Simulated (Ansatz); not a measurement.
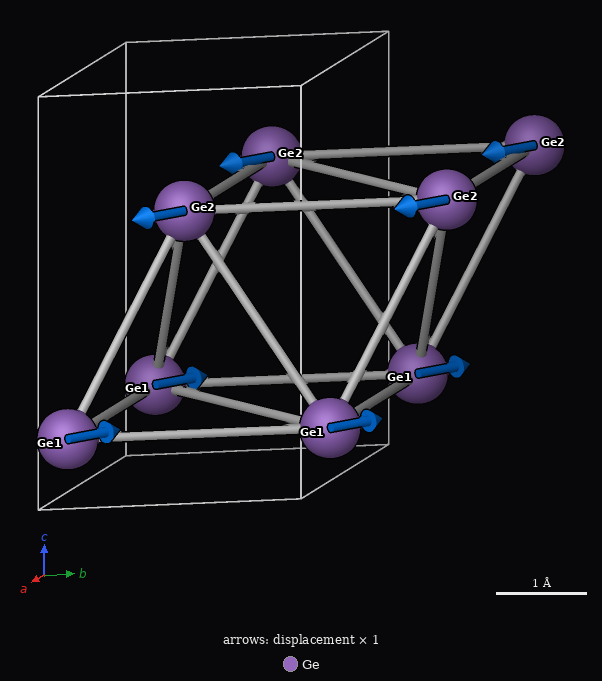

This is a relaxation of crystalline Ge (set up in Cmcm). The starting structure is drawn; blue arrows show the displacements (the part carried along by the change of the cell is left out), at their true length.

The picture is a ball-and-stick view of the cell of the calculation, repeated 2 × 2 × 1 with one cell outlined, seen slightly off an axis.

Computed with DFT PBE+D3(BJ), scalar-relativistic, plane waves, PAW (Ansatz).

The input:
```yaml
crystal:
  lattice:
    - [1.488052925, -2.59468961, 0.0]
    - [1.488052925, 2.59468961, 0.0]
    - [0.0, 0.0, 4.72759579]
  atoms:
    - { symbol: Ge, position: [0.66655337, 0.33344663, 0.25] }
    - { symbol: Ge, position: [0.33344663, 0.66655337, 0.75] }
basis:
  ecutwfc: 420
kpoints:
  mp_grid: { grid: [16, 16, 10] }
hamiltonian:
  xc: pbe
  dispersion: d3bj
scf:
  occupations: { method: gaussian, width: 0.1 }
output:
  forces: true
  stress: true
  eigenvalues: true
relax:
  adjacent_minimum: "off"
  f_tol: 0.005
  max_steps: 80
  cell: { stress_tol: 0.05 }
```

Run as
```bash
ansatz run input.yaml --threads 1 --pin off --max-ram 2560MiB --backend cpu --events-out ev --progress --plain --runs-dir out
```

Question: What did the optimiser do to the structure, and how much energy did it gain?

Answer: The energy falls by 90.8 meV per atom in 14 accepted moves (18 points after the start). The largest force component goes from 0.008 to under 0.0001 eV/Å. Pressure: 0.99 GPa at the start and −0.01 GPa at the end. The line search rejected the trial steps at points 4, 12 of the run. The SCF was repeated twice at an unchanged geometry on a basis and grid sized afresh for the cell, which shifted the energy by 1.4 meV per atom at most. The largest moves relative to the cell, 0.80 Å, are those of Ge1 and Ge2. Ge1 goes along [−1 1 0]. Cell: a = b 2.991 → 2.816 Å (−5.9 %), c 4.728 → 5.308 Å (+12.3 %), γ 120.3° → 118.0°. Volume +1.8 %. Some distances before and after: Ge1–Ge2 2.924 → 3.869 Å, Ge1–Ge2 (another image) 2.928 → 2.654 Å, Ge1–Ge1 2.991 → 2.816 Å, Ge1–Ge1 (another image) 2.976 → 2.899 Å. The space group (tolerance 0.01 Å) goes from Cmcm (No. 63) to Cmmm (No. 65). The run took 3.7 min on 1 thread of Arm Neoverse V2, with other jobs on the host, peak memory 0.52 GiB.
